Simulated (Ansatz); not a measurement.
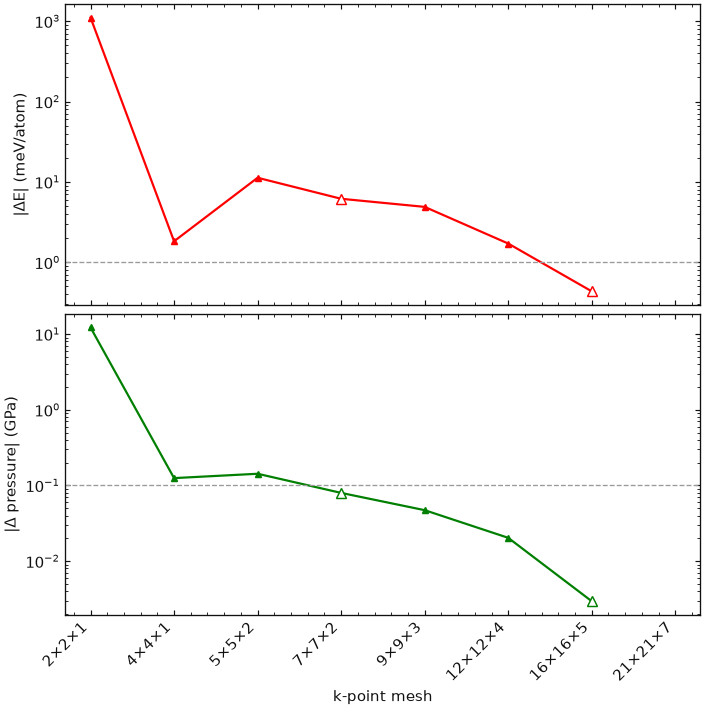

Scan of the k-point mesh.
C (P6_3/mmc, 4 atoms in the cell); Ansatz, DFT, r2SCAN, plane waves (500 eV) with PAW, scalar-relativistic; Fermi–Dirac smearing of 0.05 eV.
ΔE is the free energy less its value at the densest setting, 21×21×7.
Dashed lines or grey bands mark the tolerance: 1 meV/atom and 0.1 GPa.
On logarithmic panels, open markers lie below the reference value and filled ones above.

**From which setting is the free energy converged to 1 meV/atom?**

The free energy is within 1 meV/atom of the densest setting's value from 16×16×5 on. It is off by 1100 meV/atom at 2×2×1, 6.2 meV/atom at 7×7×2 and 1.7 meV/atom at 12×12×4 (on both sides of it).

**And the pressure, to 0.1 GPa?**

The pressure is within 0.1 GPa of the densest setting's value from 7×7×2 on. It is off by 12 GPa at 2×2×1, 0.12 GPa at 4×4×1 and 0.14 GPa at 5×5×2 (on both sides of it).
